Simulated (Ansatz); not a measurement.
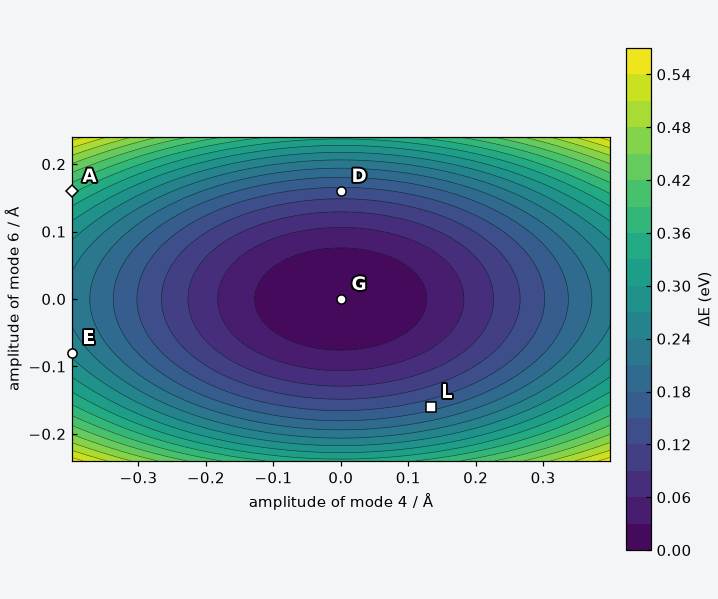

Gd (P6_3/mmc, No. 194; 2 atoms in the cell). The energy is mapped over two normal modes frozen in (zone-centre modes of the 2-atom cell of this scan). Coordinates scanned: (1) amplitude of mode 4 (57 cm⁻¹), largest displacement; (2) amplitude of mode 6 (95 cm⁻¹), largest displacement. Nothing is relaxed (the cell and all other modes fixed). Grid: 7 × 7 points; 16 points were computed and 33 follow by symmetry. Points are written as (first, second). Energies are in eV per cell, from the lowest grid point. Open f shells are treated without U or spin-orbit coupling. Theory: DFT PBEsol, scalar-relativistic, plane waves, PAW in Ansatz. Settings: cutoff 420 eV, k-mesh 15×15×8 in the order of the run's cell vectors, gaussian smearing 0.15 eV, spin-polarised.

In the figure: filled contours, lettered points. Between grid points the surface is interpolated.

What kind of point is each of D, G, L: minimum, saddle, maximum or slope?

Answer. D: on a slope; G: minimum; L: on a slope. (In these two coordinates alone; a stationary point may lie a little off the grid point.)

Rank the lettered points by energy, lowest first.

Answer. G (0.000 eV), D (0.140 eV), L (0.170 eV), E (0.264 eV), A (0.366 eV).
